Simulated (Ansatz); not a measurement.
A series of calculations on WSe3

**1. Vibrations**

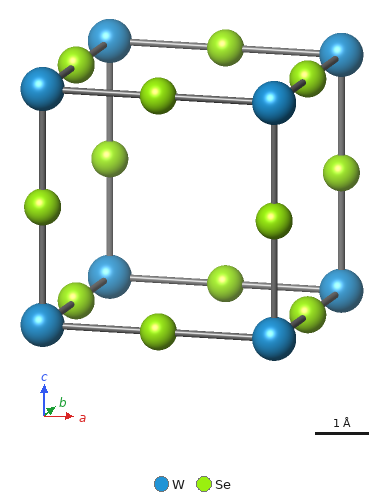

Phonons of solid WSe3 (a generated structure) relaxed at 25 GPa, space group Pm-3m (No. 221), at the zone centre. A ball-and-stick model of the cell of the calculation, seen slightly off an axis.

Computed with DFT PBEsol, scalar-relativistic, plane waves, PAW (Ansatz). Settings: plane-wave cutoff 420 eV; k-point mesh 10 × 10 × 10; occupations fermi dirac; smearing width 0.15 eV; target pressure 25 GPa; no spin polarisation.

The frequencies depend somewhat on the k-mesh and the smearing.

> Give the spectrum at this point.

The calculation's cell holds 4 atoms, so there are 9 optical modes, in 3 levels. The optical modes span 2T₁u + T₂u. Two levels are unstable (imaginary frequency).

```csv
level,symmetry,frequency (cm⁻¹),activity
1,T₁u,61i,infrared-active
2,T₂u,52i,silent
3,T₁u,405,infrared-active
```

The crystal is a metal, so free carriers screen the infrared response.

The displacement patterns (one member of each degenerate set):

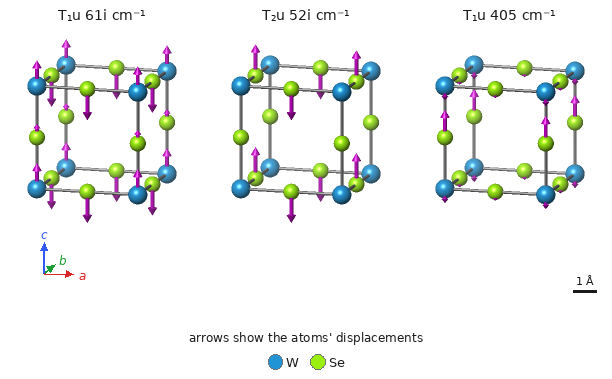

**2. Vibrations**

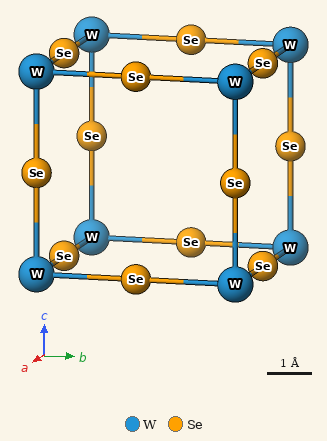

Lattice vibrations of solid WSe3 (a generated structure) relaxed at 8 GPa, space group Pm-3m (No. 221), at the zone centre. The picture is a ball-and-stick view of the cell of the calculation, seen slightly off an axis.

All numbers below come from DFT PBEsol, scalar-relativistic, plane waves, PAW in Ansatz 0.2.0. Set-up: plane-wave cutoff 420 eV; k-point mesh 10 × 10 × 10; occupations fermi dirac; smearing width 0.15 eV; target pressure 8 GPa; no spin polarisation.

The frequencies depend somewhat on the k-mesh and the smearing.

List the optical modes.

The calculation's cell holds 4 atoms, so there are 9 optical modes, in 3 levels. The optical modes span 2T₁u + T₂u. One level is unstable (imaginary frequency).

| level | symmetry | frequency (cm⁻¹) | activity |
| --- | --- | --- | --- |
| 1 | T₁u | 32i | infrared-active |
| 2 | T₂u | 24 | silent |
| 3 | T₁u | 310 | infrared-active |

The crystal is a metal, so free carriers screen the infrared response.

The modes drawn as arrows (one member of each degenerate set):

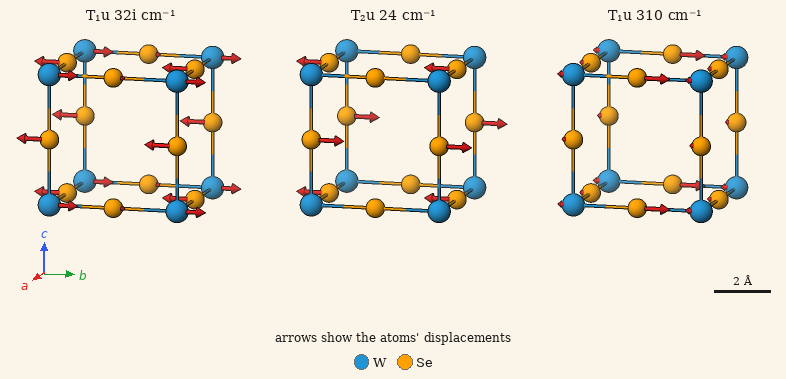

**3. One mode**

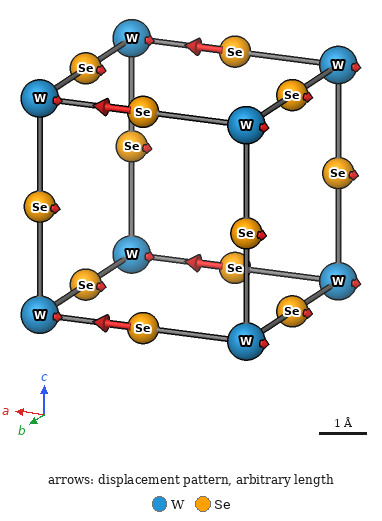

One vibrational mode of crystalline WSe$_{3}$ (a generated structure) at the zone centre. The red arrows are the displacements of the atoms (eigenvector over the root of the mass), of arbitrary overall length and sign. A ball-and-stick model of the cell of the calculation, seen from a free direction.

Method: Ansatz 0.2.0, DFT PBEsol, scalar-relativistic, plane waves, PAW. Settings: plane-wave cutoff 420 eV; k-point mesh 10 × 10 × 10; occupations fermi dirac; smearing width 0.15 eV; no spin polarisation.

The frequencies depend somewhat on the k-mesh and the smearing.

Question: Give the symmetry, activity and frequency of this mode.

Answer: This is the T₁u mode (triply degenerate; one member of the set is drawn) at 7.30 THz, the highest optical level (1 lower level is imaginary, so the structure is unstable), infrared-active by symmetry. All motion is along a; of the bonds it mainly stretches Se–W, some lengthening while others shorten; the kinetic energy is shared as Se 90 %, W 10 %. The crystal is a metal, so free carriers screen the infrared response.

**4. Softest mode**

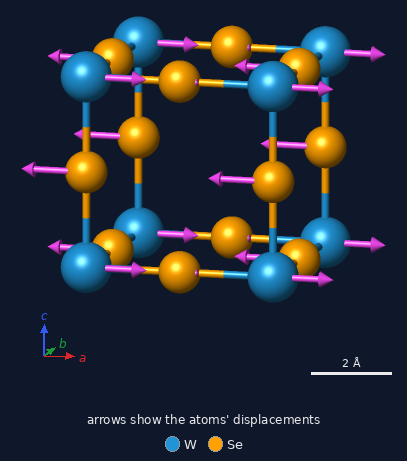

The lowest optical mode of crystalline WSe3 (a generated structure) at 0.98 times its rest volume, space group Pm-3m (No. 221), at the zone centre. The pink arrows give the relative displacements of the atoms. Style: ball-and-stick. Shown: the cell of the calculation, slightly off an axis.

Level of theory: DFT PBEsol, scalar-relativistic, plane waves, PAW (Ansatz 0.2.0). Set-up: plane-wave cutoff 420 eV; k-point mesh 10 × 10 × 10; occupations fermi dirac; smearing width 0.15 eV; no spin polarisation.

The frequencies depend somewhat on the k-mesh and the smearing.

> Is the structure stable against all modes at this point?

No. This is the T₁u mode (triply degenerate; one member of the set is drawn) at 37i cm⁻¹, the lowest optical level, infrared-active by symmetry. All motion is along a; it mainly bends the Se–W bonds; the kinetic energy is shared as Se 55 %, W 45 %. The crystal is a metal, so free carriers screen the infrared response. The frequency is imaginary, so the structure is unstable against this distortion. Freezing in the drawn pattern lowers the space group from Pm-3m to P4mm (No. 99).

**5. Softest mode**

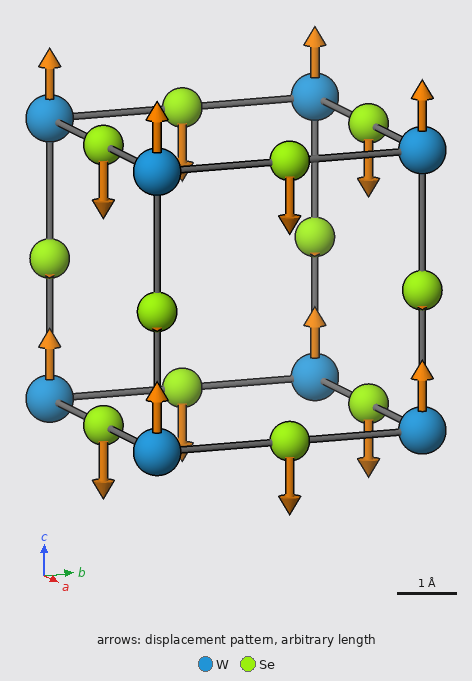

The lowest optical mode of solid WSe3 (a generated structure) at 1.02 times its rest volume, space group Pm-3m (No. 221), at the zone centre. The orange arrows give the relative displacements of the atoms. The picture is a ball-and-stick view of the cell of the calculation, seen slightly off an axis.

Method: DFT PBEsol, scalar-relativistic, plane waves, PAW in Ansatz 0.2.0. Settings: plane-wave cutoff 420 eV; k-point mesh 10 × 10 × 10; occupations fermi dirac; smearing width 0.15 eV; no spin polarisation.

The frequencies depend somewhat on the k-mesh and the smearing.

**Is this crystal at a minimum with respect to the drawn distortion?**

No. This is the T₁u mode (triply degenerate; one member of the set is drawn) at 48i cm⁻¹, the lowest optical level, infrared-active by symmetry. All motion is along c; it mainly bends the Se–W bonds; the kinetic energy is shared as Se 52 %, W 48 %. The crystal is a metal, so free carriers screen the infrared response. The frequency is imaginary, so the structure is unstable against this distortion. Freezing in the drawn pattern lowers the space group from Pm-3m to P4mm (No. 99).
